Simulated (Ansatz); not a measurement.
## Run report: Be, geometry relaxation

Be (Im-3m, 1 atom in the cell), computed with DFT, LDA, PAW with Ansatz's default frozen-core files, scalar-relativistic, no spin polarisation (Ansatz 0.2.0).

The structure was built on a prototype by a generator; it need not be a known phase. Its volume is 0.60 times that of the source entry. It belongs to a series of runs on one base structure; here: bcc relaxed under pressure, PAW files. Figures and captions count atoms from 1; the log counts them from 0 in places.

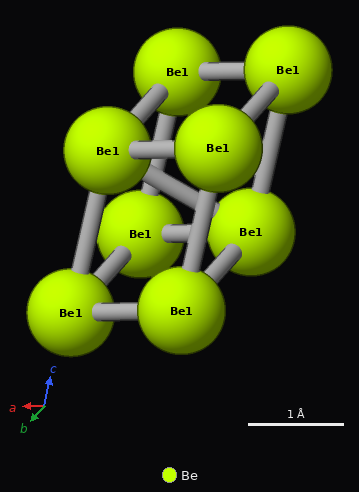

Figure 1. The structure as given in the input (ball-and-stick view of the cell of the calculation, seen at an oblique angle; atoms are numbered from 1 in the order of the input). An atom can appear more than once, as a periodic image. Near neighbours in the periodic cell (some may lie outside the picture): Be has 8 Be at 1.80 Å.

## Results in brief

```csv
quantity,value
outcome,converged
space group (tolerance 0.01 Å),Im-3m (229)
electrons treated,2
free energy,−87.1127 eV
Fermi energy,15.548 eV
pressure,160.02 GPa
final volume,4.46 Å³
largest force (length of the vector) at the end,under 0.001 eV/Å
final cell,"a = 1.796 Å, b = 1.796 Å, c = 1.796 Å, α = 109.47°, β = 109.47°, γ = 109.47°"
hardware,"1 thread of Arm Neoverse V1, 24 GiB of memory available, shared host"
wall time,7.6 s
peak memory,0.27 GiB
```

## Notes

The cell was relaxed to the target pressure of the input; what is minimised is then the enthalpy E + pV.

## The input
```yaml
crystal:
  lattice:
    - [-1.0405343071, 1.0405343071, 1.0405343071]
    - [1.0405343071, -1.0405343071, 1.0405343071]
    - [1.0405343071, 1.0405343071, -1.0405343071]
  atoms:
    - { symbol: Be, position: [0.0, 0.0, 0.0] }
kpoints:
  mp_grid: { grid: [26, 26, 26] }
scf:
  occupations: { method: fermi_dirac, width: 0.05 }
hamiltonian:
  xc: lda
  pseudopotentials: { kind: paw }
output:
  forces: true
  stress: true
  eigenvalues: true
relax:
  f_tol: 0.005
  max_steps: 40
  cell: { p_target: 160.0, stress_tol: 0.08 }
```

Command:
```bash
ansatz run input.yaml --threads 1 --pin off --max-ram 3584MiB --backend cpu --events-out ev --progress --plain --runs-dir out
```

## Log
```
Engine: ansatz 0.2.0, aarch64-unknown-linux-gnu
Pseudopotentials: kind: paw
Pseudopotential: Be, paw, valence charge 2, recommended cutoff 420 eV (normal), Be.paw.azcp
Functional definition: SPW92
  exchange = slater_x
  correlation = pw_c
Crystal: 1 atoms, lattice volume = 4.506 Å³
Basis set: ecut = 420 eV, 87 PW (Γ)
Bands: 5, of which v1, the nominal top of the filled ones, is band 1 counted from 1 (0 counted from 0)
Symmetry: 48 space group operations
Space group: Im-3m (ITA 229), of the structure as read, at distance tolerance 1.7e-5 Å
k-points: 511 of 17576
Non-local potential: Be, projectors of the file, l = 0: 2, l = 1: 2, l = 2: 1
PAW form: soft (Blöchl's): semilocal exchange-correlation on the pseudo side does not see the compensation charge
PAW frozen core: Be, regenerated for the run's functional, and the local potential with it (the file was generated under x = pbe(κ = 0.804, μ = 0.2195149727645171), c = pbe(β = 0.06672455060314922))
PAW one-centre angular grid: Be, 110 points (default); XC on 64 Gauss nodes
Initial density: superposition of atomic densities (neutral atoms: chi_scale 0, normalization atom), corrected by the library's trained network
Initial wavefunctions: pseudopotential atomic-orbital guess
Functional: x = slater, c = lda
SCF iter   1: F=—  HF=-87.160672 eV  |F-HF|=—  |Δ(HF+E_count)|=         —  Δρ=4.86e-3  dr2=4.63e-4  ethr=1.77e-3  ⟨swp⟩=3.5  Hψ=21969  notcnv=0
preconditioner: auto → none  [insulator: Δε(μ)=0.219 eV  Ē_g=27.806 eV  σ=0.050 eV  W_gap=0.60  n_scr=0 (ndim 8)  ℏωp=24.7 eV  f_vac=0.000  D(μ)=0.03/eV (n_scr^D=0)  ε∞_Penn≈1.8]
SCF iter   2: F=—  HF=-87.160212 eV  |F-HF|=—  |Δ(HF+E_count)|=   4.60e-4  Δρ=2.42e-3  dr2=1.14e-4  ethr=2.32e-5  ⟨swp⟩=1.0  Hψ=6643  notcnv=0
SCF iter   3: F=—  HF=-87.160067 eV  |F-HF|=—  |Δ(HF+E_count)|=   1.44e-4  Δρ=1.71e-5  dr2=4.10e-9  ethr=5.72e-6  ⟨swp⟩=1.0  Hψ=2707  notcnv=0
SCF iter   4: F=—  HF=-87.160067 eV  |F-HF|=—  |Δ(HF+E_count)|=   1.28e-7  Δρ=2.23e-6  dr2=4.73e-11  ethr=2.05e-10  ⟨swp⟩=2.0  Hψ=3217  notcnv=0
iter 5 did not close the SCF: its close was put off for the readings that it lacked (scf_convergence_deferred on its scf_iter line)
SCF iter   5: F=-87.160067 eV  HF=-87.160067 eV  |F-HF|=2.84e-14  |Δ(HF+E_count)|=  2.39e-11  Δρ=6.78e-8  dr2=4.99e-14  ethr=2.36e-12  ⟨swp⟩=1.0  Hψ=2710  notcnv=0
SCF iter   6: F=-87.160067 eV  HF=-87.160067 eV  |F-HF|=5.68e-14  |Δ(HF+E_count)|=  2.84e-14  Δρ=4.89e-9  dr2=2.81e-16  ethr=1.00e-12  ⟨swp⟩=1.1  Hψ=7000  notcnv=0
SCF 1 converged in 6 iterations: F = -87.160067 eV  dr2 = 2.81e-16
  greatest PAW one-centre occupation: 0.520 electrons in one spin orbital (limit 2), on the Be atom at site 0 (counted from 0), in its partial waves of l = 0
relax step   1: F+E_penalty+E_count = -87.16006714 eV  Δ(F+E_penalty+E_count) = +0.000e0 eV  max|allowed force component| = 0.000e0 eV/Å  Δτ_max = 0.0000 Å  P = +153.902 GPa  Ω = 4.506 Å³  (6 SCF iters, dr2 threshold 1.00e-7 eV, accepted)
Crystal: 1 atoms, lattice volume = 4.484 Å³
Initial density: handed on by an earlier stage of this run
Initial wavefunctions: those handed on with the density
iter 1 solved again at ethr=1.04e-7 eV; its pass at ethr=3.10e-3 eV (dr2=2.08e-6 eV) is discarded
SCF iter   1: F=—  HF=-87.138230 eV  |F-HF|=—  |Δ(HF+E_count)|=         —  Δρ=3.29e-4  dr2=2.10e-6  ethr=1.04e-7  ⟨swp⟩=1.1  Hψ=24426  notcnv=0
preconditioner: auto → none  [insulator: Δε(μ)=0.221 eV  Ē_g=27.904 eV  σ=0.050 eV  W_gap=0.60  n_scr=0 (ndim 8)  ℏωp=24.8 eV  f_vac=0.000  D(μ)=0.03/eV (n_scr^D=0)  ε∞_Penn≈1.8]
SCF iter   2: F=—  HF=-87.138228 eV  |F-HF|=—  |Δ(HF+E_count)|=   1.43e-6  Δρ=1.64e-4  dr2=5.16e-7  ethr=1.04e-7  ⟨swp⟩=1.0  Hψ=2555  notcnv=0
SCF iter   3: F=-87.138228 eV  HF=-87.138228 eV  |F-HF|=3.21e-12  |Δ(HF+E_count)|=   4.65e-7  Δρ=9.78e-7  dr2=1.46e-11  ethr=5.00e-9  ⟨swp⟩=2.1  Hψ=6833  notcnv=0
SCF 2 converged in 3 iterations: F = -87.138228 eV  dr2 = 1.46e-11
  greatest PAW one-centre occupation: 0.522 electrons in one spin orbital (limit 2), on the Be atom at site 0 (counted from 0), in its partial waves of l = 0
relax step   2: F+E_penalty+E_count = -87.13822761 eV  Δ(F+E_penalty+E_count) = +2.184e-2 eV  max|allowed force component| = 0.000e0 eV/Å  Δτ_max = 0.0000 Å  P = +156.729 GPa  Ω = 4.484 Å³  energy of the carried Pulay correction = +7.828e-6 eV  (3 SCF iters, dr2 threshold 1.00e-7 eV, accepted)
Crystal: 1 atoms, lattice volume = 4.458 Å³
iter 1 solved again at ethr=1.40e-7 eV; its pass at ethr=3.10e-3 eV (dr2=2.81e-6 eV) is discarded
SCF iter   1: F=—  HF=-87.112737 eV  |F-HF|=—  |Δ(HF+E_count)|=         —  Δρ=3.83e-4  dr2=2.83e-6  ethr=1.40e-7  ⟨swp⟩=1.1  Hψ=24411  notcnv=0
preconditioner: auto → none  [insulator: Δε(μ)=0.223 eV  Ē_g=28.014 eV  σ=0.050 eV  W_gap=0.60  n_scr=0 (ndim 8)  ℏωp=24.9 eV  f_vac=0.000  D(μ)=0.03/eV (n_scr^D=0)  ε∞_Penn≈1.8]
SCF iter   2: F=—  HF=-87.112735 eV  |F-HF|=—  |Δ(HF+E_count)|=   1.92e-6  Δρ=1.91e-4  dr2=6.95e-7  ethr=1.40e-7  ⟨swp⟩=1.0  Hψ=2555  notcnv=0
SCF iter   3: F=-87.112735 eV  HF=-87.112735 eV  |F-HF|=4.25e-12  |Δ(HF+E_count)|=   6.23e-7  Δρ=1.13e-6  dr2=1.95e-11  ethr=5.00e-9  ⟨swp⟩=2.1  Hψ=6859  notcnv=0
SCF 3 converged in 3 iterations: F = -87.112735 eV  dr2 = 1.95e-11
  greatest PAW one-centre occupation: 0.524 electrons in one spin orbital (limit 2), on the Be atom at site 0 (counted from 0), in its partial waves of l = 0
relax step   3: F+E_penalty+E_count = -87.11273452 eV  Δ(F+E_penalty+E_count) = +2.549e-2 eV  max|allowed force component| = 0.000e0 eV/Å  Δτ_max = 0.0000 Å  P = +160.027 GPa  Ω = 4.458 Å³  energy of the carried Pulay correction = +1.684e-5 eV  (3 SCF iters, dr2 threshold 1.00e-7 eV, accepted)
Initial wavefunctions: pseudopotential atomic-orbital guess (no wavefunctions were taken with the density)
iter 1 solved again at ethr=3.12e-11 eV; its pass at ethr=3.10e-3 eV (dr2=6.25e-10 eV) is discarded
SCF iter   1: F=—  HF=-87.112718 eV  |F-HF|=—  |Δ(HF+E_count)|=         —  Δρ=9.40e-6  dr2=3.90e-10  ethr=3.12e-11  ⟨swp⟩=3.3  Hψ=30815  notcnv=0
SCF iter   2: F=—  HF=-87.112718 eV  |F-HF|=—  |Δ(HF+E_count)|=  8.87e-10  Δρ=4.76e-6  dr2=1.00e-10  ethr=1.95e-11  ⟨swp⟩=1.0  Hψ=2555  notcnv=0
SCF iter   3: F=-87.112718 eV  HF=-87.112718 eV  |F-HF|=2.84e-14  |Δ(HF+E_count)|=  3.05e-10  Δρ=1.78e-8  dr2=1.62e-15  ethr=1.28e-12  ⟨swp⟩=2.5  Hψ=8320  notcnv=0
SCF 4 converged in 3 iterations: F = -87.112718 eV  dr2 = 1.62e-15
relax step   4: F+E_penalty+E_count = -87.11271763 eV  Δ(F+E_penalty+E_count) = +1.689e-5 eV  max|allowed force component| = 0.000e0 eV/Å  Δτ_max = 0.0000 Å  P = +160.020 GPa  Ω = 4.458 Å³  stress off target by 2.04e-2 GPa  SCF on the basis re-selected at this cell (its energy is not comparable with the rows above)  (3 SCF iters)
```

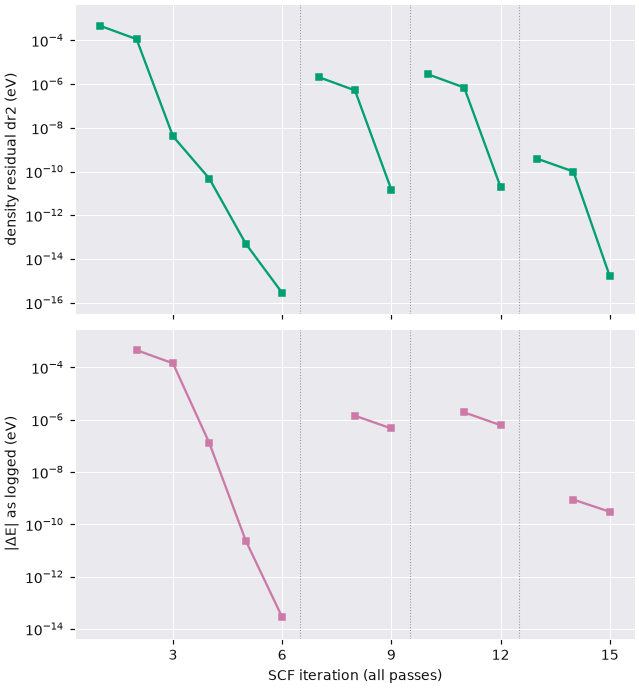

Figure 2. Convergence of the self-consistent field: density residual dr2 and size of the energy change against the SCF iteration. The dotted lines part the SCF passes of the relaxation: geometry steps, rejected trials and re-solves on a re-selected basis. The passes take 6, 3, 3 and 3 iterations.

```
basis re-selected at this cell: Δ(F+E_penalty+E_count) = +1.689e-5 eV, ΔP = -0.007 GPa vs the last step (what re-selecting the basis moved, of the pressure what is left beyond the Pulay correction that the steps carried, after the strain that the cell walked since its last selection, with what the two solves' SCF thresholds leave and, on support functions, any second-order correction that the steps lacked; it is no measure of the basis error at this ecutwfc). This SCF's stress stands 2.04e-2 GPa from its target on what of the cell is left free (relax.cell.stress_tol is 8.00e-2 GPa) and its largest allowed force component is 0.00e0 eV/Å (relax.f_tol is 5.00e-3 eV/Å): within both
SCF converged after 3 iterations
Free energy (F): -87.112718 eV
Harris-Foulkes:  -87.112718 eV  (|F-HF|=2.84e-14)
Internal energy: -87.112450 eV  (E = F + TS)
E sigma→0 (E₀):  -87.112584 eV
Entropy (-TS):   -0.000268 eV (-0.268 meV/atom)
Fermi energy:    15.547629 eV
--- Per-component energies (eV) ---
  E_band       = 15.145922
  E_kinetic    = 30.676335
  E_local      = 4.803540  (includes V_loc(G=0)·N_el)
  E_nonlocal   = 6.615145
  E_hartree    = 0.071158
  E_xc         = -22.779871
  E_vxc        = -24.728154  (∫ρ·V_xc dr)
  E_paw        = -55.985406  (= ΣΔE_a)
  E_vpaw       = -2.363258  (= ΣTr[D̂ρ^β])
  E_aug_tail   = -0.000001  (compensation charges beyond the density's cutoff)
  E_ewald      = -50.543636
  E_core_change = 0.030287  (= ΣΔE_core)
  E_smearing   = -0.000268  (= −TS)
  E_closure    = 0.000000  (closes the sum)
  Σ components = -87.112718   (vs F -87.112718, Δ=0.00e0)
--- Forces (eV/Å), atoms counted from 1 ---
  atom   1  Be     0.00000000     0.00000000    -0.00000000
  max |Σ_I F_I| component: 1.73e-33 eV/Å
--- Stress (GPa, compression-positive) ---
      160.020439       0.000000       0.000000
       -0.000000     160.020439      -0.000000
       -0.000000       0.000000     160.020439
  P = ⅓ Tr σ = 160.0204 GPa (1600.204 kbar)
--- Band table (eV; the first three rows and the last of 511) ---
  k-point 0: bands = ["0.2440", "45.6679", "45.6679", "45.6679", "59.7980"]
  k-point 1: bands = ["0.2995", "45.2600", "45.2856", "45.5528", "58.6147"]
  k-point 2: bands = ["0.4665", "43.9819", "44.2953", "45.2146", "56.2572"]
  k-point 510: bands = ["21.6228", "21.6228", "21.6228", "28.8827", "28.8827"]
--- Relaxed structure (3 steps of the walk, 3 accepted, 1 SCFs on fresh bases) ---
  F+E_penalty+E_count = -87.11271763 eV   max|allowed force component| = 0.000e0 eV/Å   (the final SCF, on the basis selected at the relaxed cell)
  cell:  # Å, volume = 4.4581 Å³
    - [-1.036800581732472, 1.036800581732472, 1.036800581732472]
    - [1.036800581732472, -1.036800581732472, 1.036800581732472]
    - [1.036800581732472, 1.036800581732472, -1.036800581732472]
  atoms:
    - { symbol: Be, position: [0.0, 0.0, 0.0] }
```

## Trajectory as extended XYZ (Å, eV, eV/Å), 4 frames, from step=1 to step=4
```
1
Lattice="-1.0405 1.0405 1.0405 1.0405 -1.0405 1.0405 1.0405 1.0405 -1.0405" Properties=species:S:1:pos:R:3:forces:R:3 step=1 energy=-87.16007 pressure_GPa=153.90
Be    0.0000    0.0000    0.0000    0.0000   0.0000   0.0000
1
Lattice="-1.0388 1.0388 1.0388 1.0388 -1.0388 1.0388 1.0388 1.0388 -1.0388" Properties=species:S:1:pos:R:3:forces:R:3 step=2 energy=-87.13823 pressure_GPa=156.73
Be    0.0000    0.0000    0.0000    0.0000   0.0000   0.0000
1
Lattice="-1.0368 1.0368 1.0368 1.0368 -1.0368 1.0368 1.0368 1.0368 -1.0368" Properties=species:S:1:pos:R:3:forces:R:3 step=3 energy=-87.11274 pressure_GPa=160.03
Be    0.0000    0.0000    0.0000    0.0000   0.0000   0.0000
1
Lattice="-1.0368 1.0368 1.0368 1.0368 -1.0368 1.0368 1.0368 1.0368 -1.0368" Properties=species:S:1:pos:R:3:forces:R:3 step=4 energy=-87.11272 pressure_GPa=160.02
Be    0.0000    0.0000    0.0000    0.0000   0.0000   0.0000
```
